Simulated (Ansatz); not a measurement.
Be

```
CELL_PARAMETERS angstrom
-1.25022 1.25022 -1.25022
0.00000 -15.00259 -15.00259
-1.25022 -1.25022 1.25022
ATOMIC_POSITIONS crystal
Be 0.00000 0.54167 0.75000
Be 0.50000 0.04167 0.75000
Be 0.00000 0.45833 0.25000
Be 0.50000 0.95833 0.25000
Be 0.00000 0.87500 0.75000
Be 0.50000 0.37500 0.75000
Be 0.00000 0.29167 0.25000
Be 0.50000 0.79167 0.25000
Be 0.00000 0.70833 0.75000
Be 0.50000 0.20833 0.75000
Be 0.00000 0.12500 0.25000
Be 0.50000 0.62500 0.25000
```

Space group C2/c; a structure from a database of computed crystals, not necessarily the ambient phase; not relaxed (largest force 0.7 eV/Å); computed pressure about 3 GPa in this cell.

These are results of DFT PBE, scalar-relativistic, plane waves, PAW (Ansatz 0.2.0), not measurements.

> What can the converged valence pseudo-density and electron localisation function tell about the bonding?

Be–Be (2.17 Å): ρ is about 0.3 e/Å³ halfway; the ELF peaks at about 0.70 between the atoms.

> Does the calculation give a band gap?

It is metallic or semimetallic at this level of theory: no gap opens.

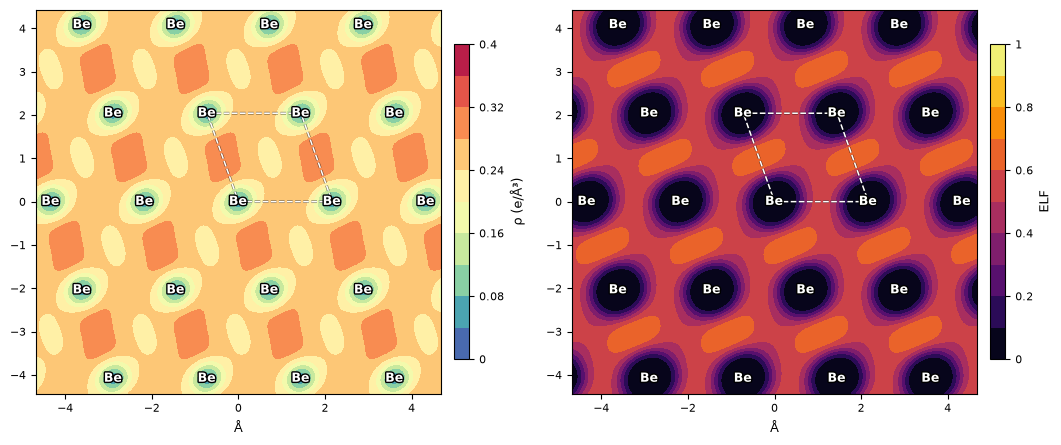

Computed valence pseudo-density and electron localisation function on the (010) plane of the conventional cell, in this order. 
